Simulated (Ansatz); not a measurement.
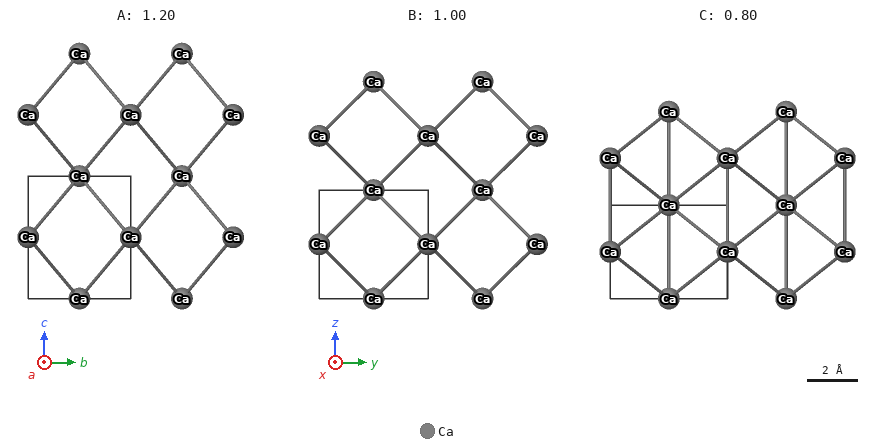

Crystalline Ca (I4/mmm): the ratio of the cell's length along z to its lengths across, counted as 1 for the reference, is changed at fixed volume (a c/a path), with the atoms kept at their fractional coordinates. x, y and z are the Cartesian axes of the input. The picture is a ball-and-stick view of the conventional cell (2 times the calculation's cell), repeated 2 × 2 × 2 with one cell outlined, seen along the a axis. Lengths and directions refer to the drawn axes.

All numbers below come from Ansatz, DFT PBE, scalar-relativistic, plane waves, PAW. (plane-wave cutoff 420 eV; k-point mesh 18 × 18 × 18; occupations gaussian; smearing width 0.15 eV; no spin polarisation). Energies (free energies at the smearing named) are counted from the cell as listed in its source, which wasn't relaxed.

Q: Rank the frames from lowest to highest energy.

A: Lowest first: A (the relative ratio 1.20, −6.4 meV/atom), B (the relative ratio 1.00, 0.0 meV/atom), C (the relative ratio 0.80, 33.2 meV/atom). Over the whole scan: the lowest computed point lies at the relative ratio 1.20 (−6.4 meV/atom). The energy is still falling at the end of the range, so the minimum along this coordinate lies there or beyond. At the ends of the scan the energy is 33.2 meV/atom (0.80) and −6.4 meV/atom (1.20). The distortion keeps the space group I4/mmm. At the relative ratio 0.80 the cell of the drawing goes a 4.410 → 4.751 Å, b 4.410 → 4.751 Å, c 4.392 → 3.785 Å.
